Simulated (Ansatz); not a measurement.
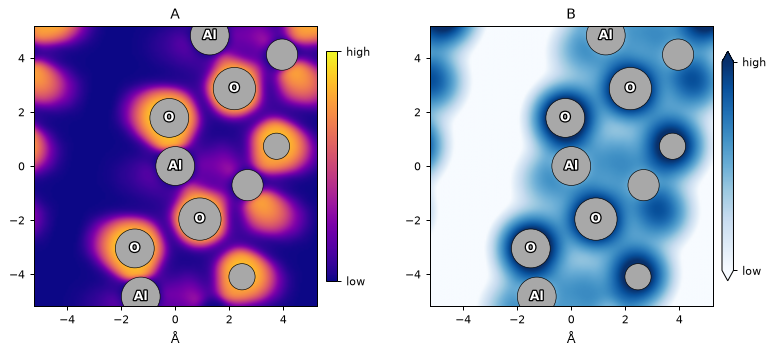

Al2O3: 2 fields on the (111) plane of the conventional cell, with unlabelled colour scales. Grey discs cover the atomic cores.

Space group P-6m2; a structure from a database of computed crystals, not necessarily the ambient phase.

Level of theory: Ansatz, DFT PBE+D3(BJ), scalar-relativistic, plane waves, PAW.

Q: Which field does each panel show? The fields are: electron localisation function and valence pseudo-density.

A: Panel A: electron localisation function. Panel B: valence pseudo-density. From the grid: Al–O (1.80 Å): ρ at the midpoint is about 0.74 e/Å³; the ELF peaks at about 0.85 in the valence shell of O, 0.7 Å from its nucleus, and is about 0.85 at the midpoint.
